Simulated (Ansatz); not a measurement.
Input structure:

```
Ag
1.0
     9.36579    0.00000    0.00000
    -4.68290    8.11101    0.00000
     0.00000    0.00000    5.73535
Ag
24
Direct
  0.00000 0.00000 0.47057
  0.16667 0.33333 0.33333
  0.66667 0.83333 0.33333
  0.83333 0.16667 0.16667
  0.16667 0.83333 0.33333
  0.33333 0.16667 0.16667
  0.83333 0.66667 0.16667
  0.00000 0.00000 0.00000
  0.66667 0.33333 0.80390
  0.83333 0.66667 0.66667
  0.33333 0.16667 0.66667
  0.50000 0.50000 0.50000
  0.83333 0.16667 0.66667
  0.00000 0.50000 0.50000
  0.50000 0.00000 0.50000
  0.66667 0.33333 0.33333
  0.33333 0.66667 0.13724
  0.50000 0.00000 0.00000
  0.00000 0.50000 0.00000
  0.16667 0.83333 0.83333
  0.50000 0.50000 0.00000
  0.66667 0.83333 0.83333
  0.16667 0.33333 0.83333
  0.33333 0.66667 0.66667
```

> Characterise the structure given above.

The element is silver. The structure has R3m (No. 160) symmetry and a rhombohedral (trigonal R) lattice. The cell holds 24 atoms. The neighbours of Ag are eight Ag in a distorted cubic arrangement at 2.70 to 3.04 Å. The bonds build a three-dimensional framework.

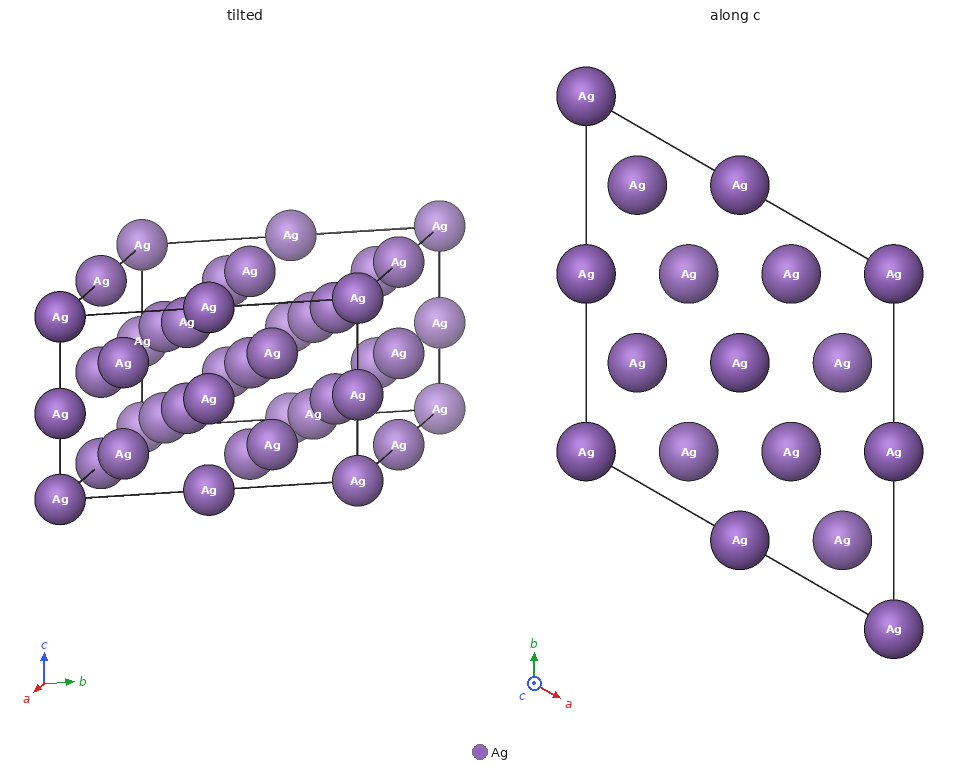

This spheres-only model is shown slightly off an axis and along the c axis. The conventional unit cell is drawn as a box. Colours: silver purple.

Starting structure: a structure listed in the Materials Project. The cell was then strained or its atoms displaced on purpose. It went into a calculation with Ansatz.

At this level of theory the run's own cell isn't at rest (stretched, at -11 GPa), so its distances can differ from those at equilibrium, the more so the softer the solid.
